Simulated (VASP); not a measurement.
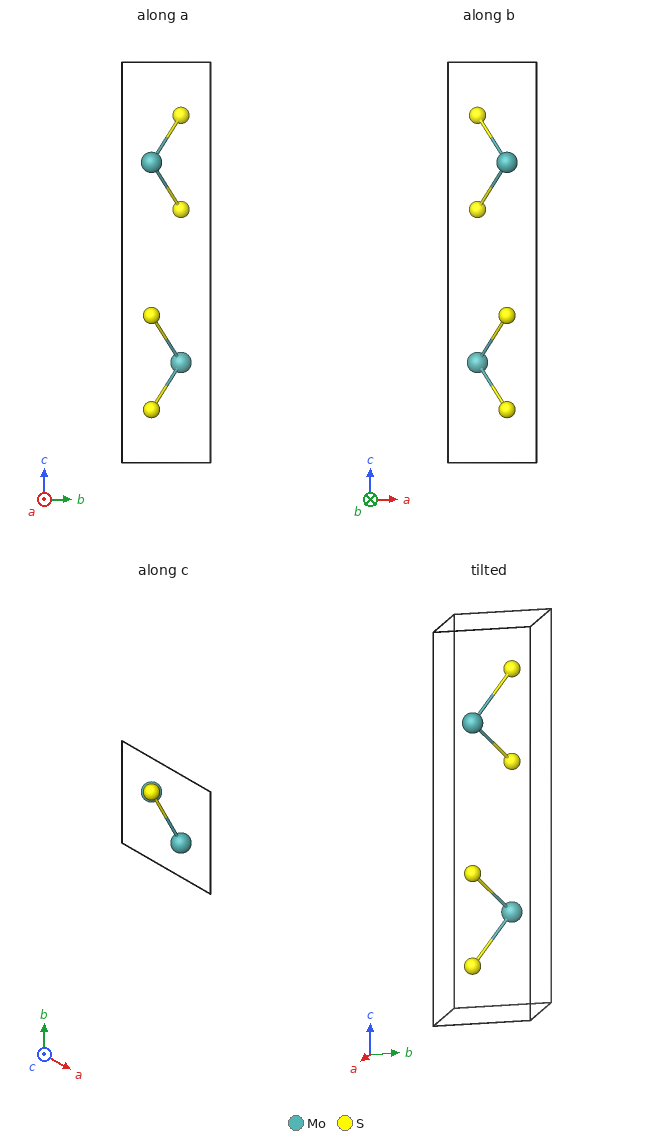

Structure drawing (ball-and-stick), viewed along the a axis, along the b axis, along the c axis and slightly off an axis. The parallelepiped is the conventional unit cell.

Lattice parameters: a = 3.300 Å, b = 3.300 Å, c = 12.933 Å, α = 90.00°, β = 90.00°, γ = 120.00°.

Give the structure in the form of a table of Wyckoff sites, with free fractional coordinates to two decimals.

Space group P6_3/mmc (No. 194).
```tsv
atom	site	x	y	z
Mo	2c	0.3333	0.6667	0.25
S	4f	0.6667	0.3333	0.37
```

The initial geometry was a structure type filled with these elements by a generator (whether the compound takes this form wasn't checked). The cell was then strained or its atoms displaced on purpose. It was run through VASP as a DFT input.

At this level of theory the cell isn't at rest (stretched, at -5 GPa), so its distances can differ from those at equilibrium, the more so the softer the solid.
